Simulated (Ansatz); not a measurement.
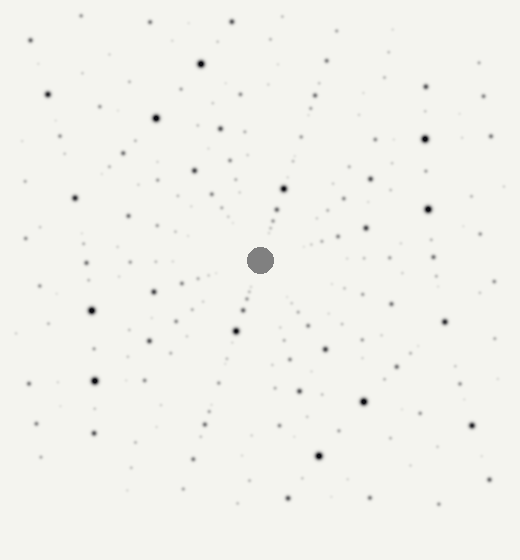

Simulated back-reflection Laue pattern (white X-rays, 0.45 to 2.2 Å, flat plate covering ±45° about the beam, kinematic intensities, seen from the source).

Question: Which symmetry elements lie along the beam?

Answer: 2mm: a twofold axis with two mirror lines.

The crystal is Cu, space group Fd-3m (No. 227), a = 5.15 Å. Structure: the input geometry of an electronic-structure calculation (not necessarily at equilibrium); the starting structure was generated, so it need not be a known form of this composition.

Question: Which direction points towards the source?

Answer: [110] or one equivalent to it by a rotation of the Laue group. In Laue class m-3m no other family of directions with a member of indices 0 and ±1 has this symmetry.
